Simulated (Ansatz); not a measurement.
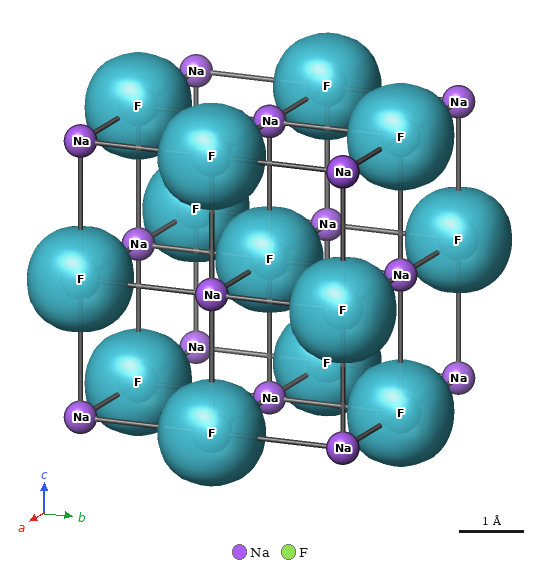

Figure. NaF. Isosurface of the ELF at 0.7 (cyan), seen slightly off an axis. Only the valence region is drawn (cores and ρ < 0.01 e/Å³ removed). Sticks mark near contacts.

Space group Fm-3m.

All numbers below come from DFT LDA, scalar-relativistic, plane waves, PAW in Ansatz.

In a PAW calculation such maps are meaningful between the atoms, not at the nuclei.

```xyz
8
Lattice="4.5036 0.0000 0.0000 0.0000 4.5036 0.0000 0.0000 0.0000 4.5036" Properties=species:S:1:pos:R:3 pbc="T T T"
Na    0.0000    0.0000    0.0000
Na    2.2518    2.2518    0.0000
Na    2.2518    0.0000    2.2518
Na    0.0000    2.2518    2.2518
F     2.2518    0.0000    0.0000
F     0.0000    2.2518    0.0000
F     0.0000    0.0000    2.2518
F     2.2518    2.2518    2.2518
```

Question: What do the ELF domains correspond to?

Answer: The surface consists of four regions wrapped around F (the valence shell of each), counted in one cell of 8 atoms. Any copies at cell faces, edges or corners count once. Profiles from the grid: Na–F (2.25 Å): the ELF is about 0.05 at the midpoint: a largely ionic contact.

Question: Does the calculation make it a metal, or give it a gap?

Answer: It is gapped, with a Kohn–Sham gap of 6.5 eV on the k-point mesh (the band edges may lie off the mesh, which would make the gap smaller).
